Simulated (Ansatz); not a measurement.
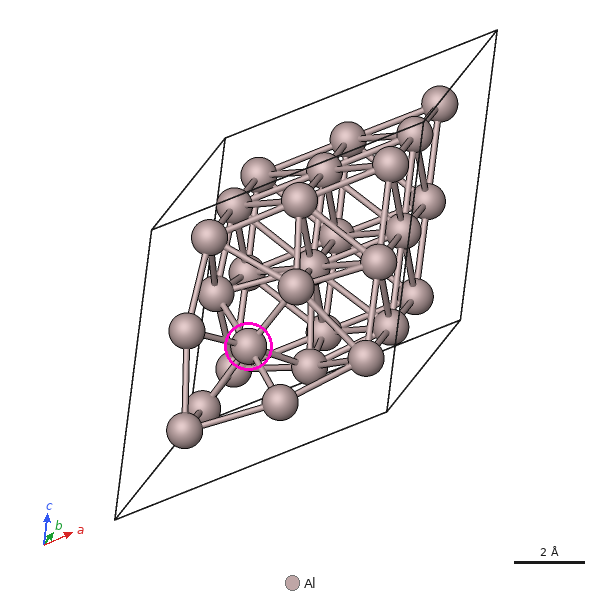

Shown here is a ball-and-stick view of the crystal, taken slightly off an axis. The lines enclose the supercell; boundary atoms appear with their images. The host is Al, in a cell of 27 sites, and the cell is neutral. A ring marks the defect's site.

Which defect is modelled here, and what are its neighbours?

An interstitial aluminium atom. It is bonded to six Al in an octahedral arrangement at about 2.4 Å.

The atoms were relaxed in the host's cell with DFT PBE, scalar-relativistic, plane waves, PAW in Ansatz 0.2.0.
